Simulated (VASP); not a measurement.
## CdS: geometry relaxation (part 1 of 3)

System: CdS (P6₃mc, 4 atoms in the cell).
Method: Kohn-Sham DFT of a periodic cell, PBE with D3(BJ), VASP PAW PBE potentials, recommended, no spin polarisation (VASP 6.6.1).

The structure derives from an entry of the Crystallography Open Database.

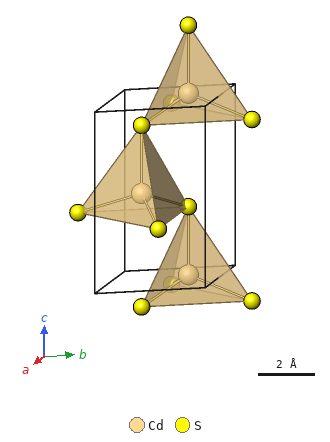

**Figure 1.** The structure as given in the input (polyhedral view of the cell of the calculation, seen slightly off an axis; polyhedra are completed across the faces of the cell).

### INCAR
```
SYSTEM = CdS
ALGO = Normal ; EDIFF = 1E-6
EDIFFG = -0.005 ; ENCUT = 600
GGA = PE ; IBRION = 2
ISIF = 3 ; ISMEAR = -1
IVDW = 12 ; LASPH = .True.
LCHARG = .False. ; LREAL = .False.
LWAVE = .False. ; NELM = 100
NSW = 60 ; PREC = Accurate
SIGMA = 0.05
```

### KPOINTS
```
k-points
0
Gamma
  7 7 4
  0 0 0
```

### POSCAR
```
CdS
1.0
    4.1500000000      0.0000000000      0.0000000000
   -2.0750000000      3.5940054257      0.0000000000
    0.0000000000      0.0000000000      6.7370000000
Cd S
2 2
Direct
    0.6666666667      0.3333333333      0.5000000000
    0.3333333333      0.6666666667      0.0000000000
    0.6666666667      0.3333333333      0.8750000000
    0.3333333333      0.6666666667      0.3750000000
```

Hardware: 1 thread of Intel Xeon (Granite Rapids), 64 GiB of memory available, shared host.

Command:
```bash
cat potpaw_PBE.64/Cd/POTCAR potpaw_PBE.64/S/POTCAR > POTCAR
mpirun -np 1 vasp_std > vasp.out
```

### OSZICAR
```
N       E                     dE             d eps       ncg     rms          rms(c)
DAV:   1     0.272470138184E+03    0.27247E+03   -0.19183E+04  1056   0.168E+03
DAV:   2     0.215515541185E+01   -0.27031E+03   -0.26332E+03  1194   0.379E+02
DAV:   3    -0.131696051936E+02   -0.15325E+02   -0.15269E+02  1272   0.902E+01
DAV:   4    -0.133527137733E+02   -0.18311E+00   -0.18292E+00  1224   0.981E+00
DAV:   5    -0.133559526173E+02   -0.32388E-02   -0.32387E-02  1320   0.125E+00    0.112E+01
DAV:   6    -0.122885036975E+02    0.10674E+01   -0.25647E+00  1390   0.168E+01    0.883E+00
DAV:   7    -0.122722935953E+02    0.16210E-01   -0.85955E-01  1236   0.543E+00    0.400E+00
DAV:   8    -0.122687596787E+02    0.35339E-02   -0.12738E-01  1232   0.387E+00    0.561E-01
DAV:   9    -0.122666758480E+02    0.20838E-02   -0.24654E-02  1320   0.207E+00    0.180E-01
DAV:  10    -0.122667854471E+02   -0.10960E-03   -0.18822E-03  1232   0.488E-01    0.114E-01
DAV:  11    -0.122668716872E+02   -0.86240E-04   -0.22226E-04  1262   0.113E-01    0.115E-01
DAV:  12    -0.122669302316E+02   -0.58544E-04   -0.20136E-04  1164   0.786E-02    0.319E-02
DAV:  13    -0.122669363394E+02   -0.61078E-05   -0.26901E-05  1200   0.351E-02    0.137E-02
DAV:  14    -0.122669365433E+02   -0.20395E-06   -0.22533E-06  1074   0.110E-02
   1 F= -.13476119E+02 E0= -.13476118E+02  d E =-.134761E+02
       N       E                     dE             d eps       ncg     rms          rms(c)
DAV:   1    -0.122865159549E+02   -0.19580E-01   -0.67778E-01  1056   0.687E+00    0.857E-01
DAV:   2    -0.122770846764E+02    0.94313E-02   -0.34490E-02  1212   0.215E+00    0.326E-01
DAV:   3    -0.122752971655E+02    0.17875E-02   -0.33354E-03  1236   0.507E-01    0.244E-01
DAV:   4    -0.122748202349E+02    0.47693E-03   -0.77470E-04  1268   0.225E-01    0.487E-02
DAV:   5    -0.122747984955E+02    0.21739E-04   -0.11711E-04  1224   0.115E-01    0.325E-02
DAV:   6    -0.122747969574E+02    0.15381E-05   -0.13707E-05  1236   0.295E-02    0.163E-02
DAV:   7    -0.122747967810E+02    0.17638E-06   -0.26858E-06   674   0.205E-02
   2 F= -.13477302E+02 E0= -.13477302E+02  d E =-.118330E-02
       N       E                     dE             d eps       ncg     rms          rms(c)
DAV:   1    -0.122740511992E+02    0.74576E-03   -0.19661E-02  1056   0.116E+00    0.146E-01
DAV:   2    -0.122737691151E+02    0.28208E-03   -0.10090E-03  1218   0.366E-01    0.546E-02
DAV:   3    -0.122737183081E+02    0.50807E-04   -0.10028E-04  1230   0.872E-02    0.406E-02
DAV:   4    -0.122737093095E+02    0.89985E-05   -0.21809E-05  1268   0.380E-02    0.840E-03
DAV:   5    -0.122737095205E+02   -0.21092E-06   -0.31823E-06   860   0.195E-02
   3 F= -.13477352E+02 E0= -.13477352E+02  d E =-.123370E-02
       N       E                     dE             d eps       ncg     rms          rms(c)
DAV:   1    -0.122738235415E+02   -0.11423E-03   -0.18642E-04  1056   0.113E-01    0.144E-02
DAV:   2    -0.122738211728E+02    0.23687E-05   -0.10511E-05  1104   0.389E-02    0.611E-03
DAV:   3    -0.122738205557E+02    0.61706E-06   -0.88069E-07   528   0.871E-03
   4 F= -.13477353E+02 E0= -.13477353E+02  d E =-.123434E-02
       N       E                     dE             d eps       ncg     rms          rms(c)
DAV:   1    -0.122739362522E+02   -0.11508E-03   -0.19186E-04  1068   0.117E-01    0.147E-02
DAV:   2    -0.122739336430E+02    0.26092E-05   -0.10093E-05  1218   0.374E-02    0.555E-03
DAV:   3    -0.122739329541E+02    0.68886E-06   -0.97231E-07   534   0.913E-03
   5 F= -.13477351E+02 E0= -.13477351E+02  d E =-.123289E-02
       N       E                     dE             d eps       ncg     rms          rms(c)
DAV:   1    -0.122732016439E+02    0.73200E-03   -0.46295E-03  1074   0.677E-01    0.917E-02
DAV:   2    -0.122730737597E+02    0.12788E-03   -0.40287E-04  1170   0.249E-01    0.322E-02
DAV:   3    -0.122730612482E+02    0.12512E-04   -0.39350E-05  1170   0.567E-02    0.273E-02
DAV:   4    -0.122730619944E+02   -0.74620E-06   -0.31490E-06   912   0.143E-02
   6 F= -.13477357E+02 E0= -.13477357E+02  d E =-.583491E-05
       N       E                     dE             d eps       ncg     rms          rms(c)
DAV:   1    -0.122723231643E+02    0.73808E-03   -0.43447E-03  1074   0.654E-01    0.885E-02
DAV:   2    -0.122722004834E+02    0.12268E-03   -0.38310E-04  1170   0.243E-01    0.312E-02
DAV:   3    -0.122721886849E+02    0.11799E-04   -0.37576E-05  1158   0.553E-02    0.270E-02
DAV:   4    -0.122721895488E+02   -0.86385E-06   -0.31541E-06   906   0.143E-02
   7 F= -.13477344E+02 E0= -.13477344E+02  d E =0.783712E-05
       N       E                     dE             d eps       ncg     rms          rms(c)
DAV:   1    -0.122727429206E+02   -0.55424E-03   -0.15498E-03  1086   0.397E-01    0.539E-02
DAV:   2    -0.122727043351E+02    0.38585E-04   -0.13421E-04  1164   0.144E-01    0.188E-02
DAV:   3    -0.122726996278E+02    0.47073E-05   -0.12854E-05  1086   0.327E-02    0.156E-02
DAV:   4    -0.122726974207E+02    0.22071E-05   -0.94786E-07   540   0.802E-03    0.230E-03
DAV:   5    -0.122726970014E+02    0.41936E-06   -0.49124E-07   528   0.821E-03
   8 F= -.13477355E+02 E0= -.13477355E+02  d E =-.334484E-05
       N       E                     dE             d eps       ncg     rms          rms(c)
DAV:   1    -0.122729138516E+02   -0.21643E-03   -0.25853E-04  1080   0.162E-01    0.213E-02
DAV:   2    -0.122729078241E+02    0.60275E-05   -0.21959E-05  1182   0.583E-02    0.733E-03
DAV:   3    -0.122729069017E+02    0.92233E-06   -0.19720E-06   528   0.133E-02
   9 F= -.13477358E+02 E0= -.13477358E+02  d E =-.650268E-05
       N       E                     dE             d eps       ncg     rms          rms(c)
DAV:   1    -0.122729941081E+02   -0.86284E-04   -0.44196E-05  1080   0.698E-02    0.970E-03
DAV:   2    -0.122729929868E+02    0.11213E-05   -0.44588E-06   912   0.272E-02    0.319E-03
DAV:   3    -0.122729927433E+02    0.24350E-06   -0.44769E-07   528   0.603E-03
  10 F= -.13477358E+02 E0= -.13477358E+02  d E =-.658851E-05
       N       E                     dE             d eps       ncg     rms          rms(c)
DAV:   1    -0.122730237739E+02   -0.30787E-04   -0.58726E-06   912   0.257E-02    0.377E-03
DAV:   2    -0.122730236822E+02    0.91731E-07   -0.63316E-07   528   0.105E-02
  11 F= -.13477358E+02 E0= -.13477358E+02  d E =-.654585E-05
```

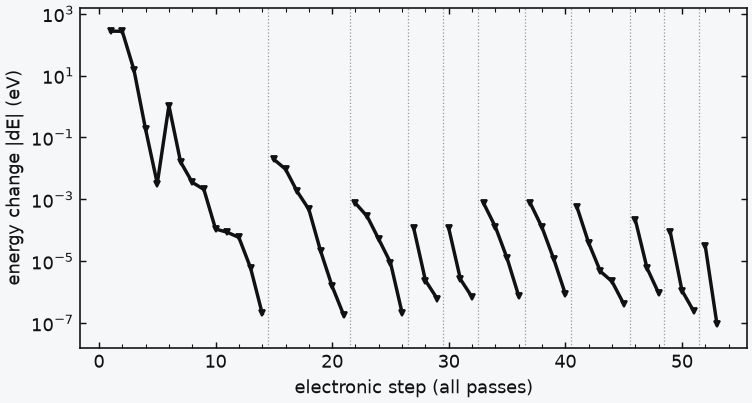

**Figure 2.** Convergence of the self-consistent field: energy change |dE| against the electronic step. Each stretch between dotted lines is the SCF of one geometry step of a relaxation. The 11 ionic steps take 2 to 14 electronic steps each. The density is held fixed in the first few steps, and dE rises again when its update begins.

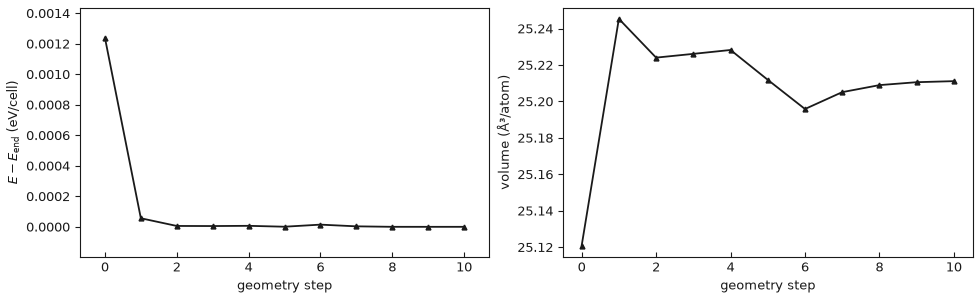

**Figure 3.** Progress of the relaxation, step by step (steps are counted from 0). The atoms keep their places relative to the cell (all moves are under 0.005 Å). Over 10 geometry steps the energy falls by 1.2 meV per cell of the calculation. Largest force component: 0.067 eV/Å at the start, 0.00035 eV/Å at the end.

### Parts of OUTCAR
```
SYSTEM = CdS
   EDIFF = 1E-6
   EDIFFG = -0.005
   ENCUT = 600
   GGA = PE
   IBRION = 2
   ISIF = 3
   ISMEAR = -1
   IVDW = 12
   LASPH = .True.
   LREAL = .False.
   NELM = 100
   NSW = 60
   PREC = Accurate
 IVDW          = 12
 VDW_S6        =  1.00000000  s6, scaling of the dipole-dipole dispersion
 VDW_S8        =  0.78750002  s8, scaling of the dipole-quadrupole dispersion
 VDW_A1        =  0.42890000  a1, scaling of the critical radii
 VDW_A2        =  4.44070005  a2, offset of the critical radii
 VDW_RADIUS    = 50.20216178  two-body interaction cutoff (in Angstroms)
 VDW_CNRADIUS  = 21.16708996  CN, coordination number cutoff (in Angstroms)

 ion  position               nearest neighbor table
   1  0.667  0.333  0.500-   3 2.53   4 2.54   4 2.54   4 2.54
   2  0.333  0.667  0.000-   4 2.53   3 2.54   3 2.54   3 2.54
   3  0.667  0.333  0.875-   1 2.53   2 2.54   2 2.54   2 2.54
   4  0.333  0.667  0.375-   2 2.53   1 2.54   1 2.54   1 2.54

  LATTYP: Found a hexagonal cell.
 ALAT       =     4.1500000000
 C/A-ratio  =     1.6233734940

  Lattice vectors:

 A1 = (   4.1500000000,   0.0000000000,   0.0000000000)
 A2 = (  -2.0750000000,   3.5940054257,   0.0000000000)
 A3 = (   0.0000000000,   0.0000000000,   6.7370000000)

Analysis of symmetry for initial positions (statically):
=====================================================================
 Subroutine PRICEL returns:
 Original cell was already a primitive cell.

 Routine SETGRP: Setting up the symmetry group for a
 hexagonal supercell.

 Subroutine GETGRP returns: Found 12 space group operations
 (whereof  6 operations were pure point group operations)
 out of a pool of 24 trial point group operations.

The static configuration has the point symmetry C_3v.
 The point group associated with its full space group is C_6v.

Analysis of symmetry for dynamics (positions and initial velocities):
=====================================================================
 Subroutine PRICEL returns:
 Original cell was already a primitive cell.

 Routine SETGRP: Setting up the symmetry group for a
 hexagonal supercell.

 Subroutine GETGRP returns: Found 12 space group operations
 (whereof  6 operations were pure point group operations)
 out of a pool of 24 trial point group operations.

The dynamic configuration has the point symmetry C_3v.
 The point group associated with its full space group is C_6v.

 Subroutine INISYM returns: Found 12 space group operations
 (whereof  6 operations are pure point group operations),
 and found     1 'primitive' translations

----------------------------------------------------------------------------------------

                                     Primitive cell

  volume of cell :     100.4832

  direct lattice vectors                    reciprocal lattice vectors
     4.150000000  0.000000000  0.000000000     0.240963855  0.139120547  0.000000000
    -2.075000000  3.594005426  0.000000000     0.000000000  0.278241094  0.000000000
     0.000000000  0.000000000  6.737000000     0.000000000  0.000000000  0.148434021

  length of vectors
     4.150000000  4.150000000  6.737000000     0.278241094  0.278241094  0.148434021

  position of ions in fractional coordinates (direct lattice)
     0.666666667  0.333333333  0.500000000
     0.333333333  0.666666667  0.000000000
     0.666666667  0.333333333  0.875000000
     0.333333333  0.666666667  0.375000000

  ion indices of the primitive-cell ions
   primitive index   ion index
                 1           1
                 2           2
                 3           3
                 4           4

----------------------------------------------------------------------------------------

 KPOINTS: k-points

Automatic generation of k-mesh.
 Grid dimensions read from file:
 generate k-points for:    7    7    4

 Generating k-lattice:

  Cartesian coordinates                     Fractional coordinates (reciprocal lattice)
     0.034423408  0.019874364  0.000000000     0.142857143  0.000000000  0.000000000
     0.000000000  0.039748728  0.000000000     0.000000000  0.142857143  0.000000000
     0.000000000  0.000000000  0.037108505     0.000000000  0.000000000  0.250000000

  Length of vectors
     0.039748728  0.039748728  0.037108505

  Shift w.r.t. Gamma in fractional coordinates (k-lattice)
     0.000000000  0.000000000  0.000000000

 Subroutine IBZKPT returns following result:
 ===========================================

 Found     24 irreducible k-points:

 Following reciprocal coordinates:
            Coordinates               Weight
  0.000000  0.000000  0.000000      1.000000
  0.142857 -0.000000  0.000000      6.000000
  0.285714 -0.000000  0.000000      6.000000
  0.428571 -0.000000  0.000000      6.000000
  0.142857  0.142857  0.000000      6.000000
  0.285714  0.142857  0.000000     12.000000
  0.428571  0.142857  0.000000      6.000000
  0.285714  0.285714  0.000000      6.000000
  0.000000  0.000000  0.250000      2.000000
  0.142857 -0.000000  0.250000     12.000000
  0.285714 -0.000000  0.250000     12.000000
  0.428571 -0.000000  0.250000     12.000000
  0.142857  0.142857  0.250000     12.000000
  0.285714  0.142857  0.250000     24.000000
  0.428571  0.142857  0.250000     12.000000
  0.285714  0.285714  0.250000     12.000000
  0.000000  0.000000  0.500000      1.000000
  0.142857 -0.000000  0.500000      6.000000
  0.285714 -0.000000  0.500000      6.000000
  0.428571 -0.000000  0.500000      6.000000
  0.142857  0.142857  0.500000      6.000000
  0.285714  0.142857  0.500000     12.000000
  0.428571  0.142857  0.500000      6.000000
  0.285714  0.285714  0.500000      6.000000
```
